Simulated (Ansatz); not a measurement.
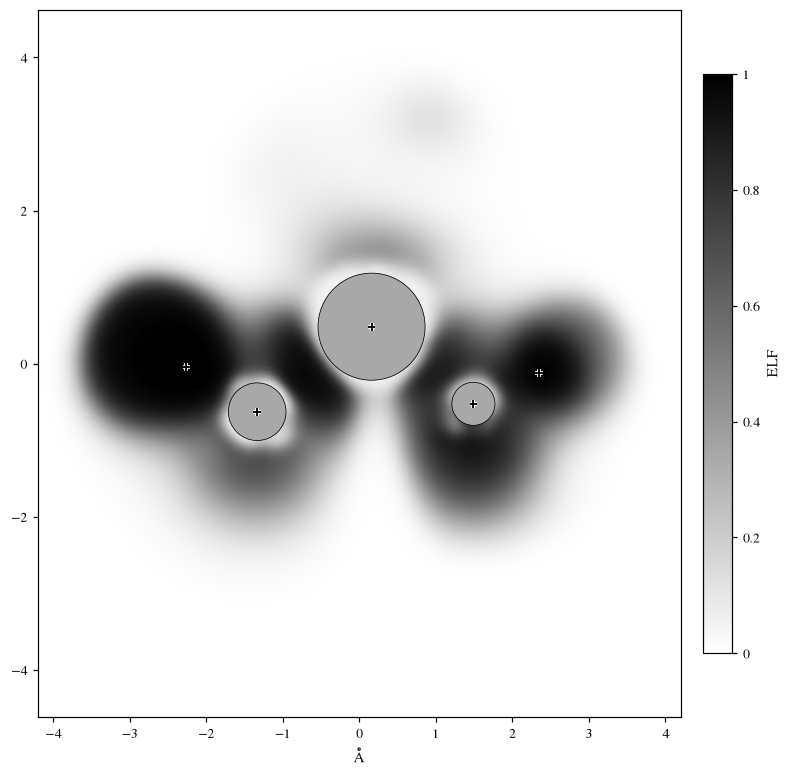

The electron localisation function on a plane through atoms (crosses mark nuclei in the plane; grey discs cover the cores).

All numbers below come from isolated molecule in a Gaussian basis; Kohn-Sham density functional theory, functional PBE0 in Ansatz 0.2.0.

Candidates:
A. C2H7O2 (SMILES OCC[OH2+]) (charge +1)
B. CH6OSSi
C. C2H3Ga (SMILES C#[C][GaH2])

Question: Which candidate gave the map?

Answer: Candidate B: CH6OSSi on the plane of atoms C1, Si4 and O2, which holds C, O, Si and H. Si–O (1.67 Å): the ELF peaks at about 0.90 between the atoms: a shared but strongly polarised pair. C–Si (1.86 Å): the ELF peaks at about 0.95 between the atoms; a shared electron pair.
